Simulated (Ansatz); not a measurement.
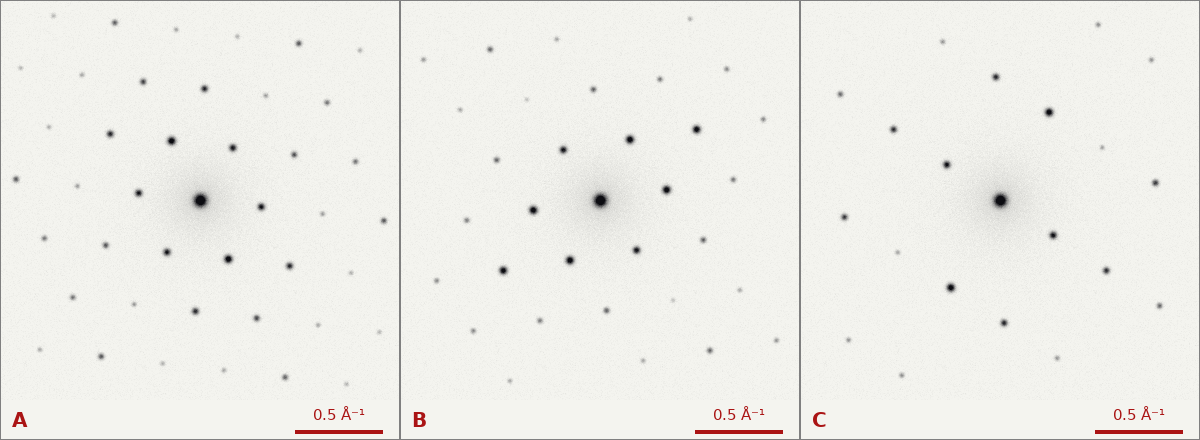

Kinematic electron diffraction patterns (120 kV, B = 0.5 Å², same scale, each along a low-index zone) of three structures of composition B, each relaxed at zero pressure with DFT PBE, scalar-relativistic, plane waves, PAW (Ansatz).

The structures (standard cells):
1. Cmcm (No. 63), a = 5.306 Å, b = 3.328 Å, c = 2.983 Å, 8 atoms; generated start, possibly hypothetical
2. C2/m (No. 12), a = 5.604 Å, b = 2.907 Å, c = 3.246 Å, β = 92.32°, 8 atoms; generated start, possibly hypothetical
3. C2/m (No. 12), a = 3.471 Å, b = 2.930 Å, c = 3.126 Å, β = 119.33°, 4 atoms; generated start, possibly hypothetical

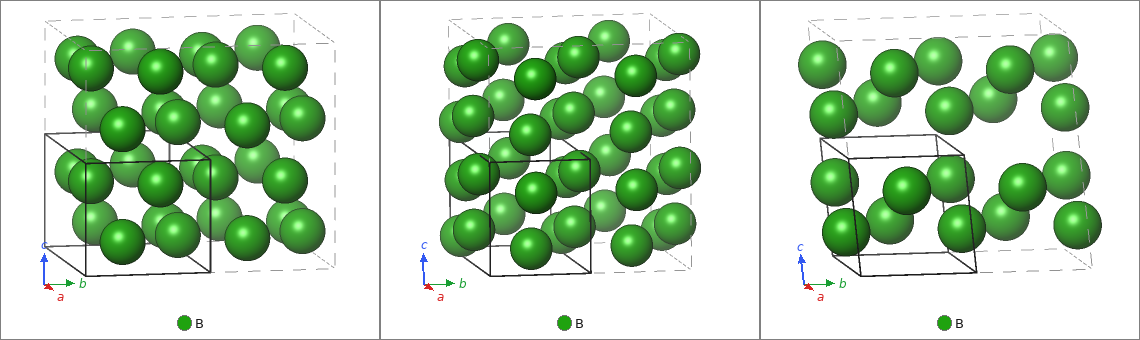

Drawings of the structures 1 to 3, from left to right (each may span several cells).

Which pattern belongs to which structure, and along which zone?

Answer. A is structure 1 along [001]: centred rectangular net of 1 1 0 at d = 2.82 Å and -1 1 0 at d = 2.82 Å, 64.2° apart. B is structure 2 along [001]: centred rectangular net of 2 0 0 at d = 2.80 Å and 1 1 0 at d = 2.58 Å, 62.6° apart (some points of this net are extinct or too weak to see). C is structure 3 along [010]: oblique net of 0 0 1 at d = 2.72 Å and -2 0 1 at d = 1.73 Å, 85.7° apart.

Rank the structures by their computed energy.

Answer. Structure 2 (C2/m, 6.60 Å³ an atom) is the lowest of these; structure 1 (Cmcm, 6.58 Å³ an atom) lies about 49 meV an atom higher; structure 3 (C2/m, 6.93 Å³ an atom) lies about 330 meV an atom higher. These are static energies at 0 K; other structures, not shown, may lie lower still.
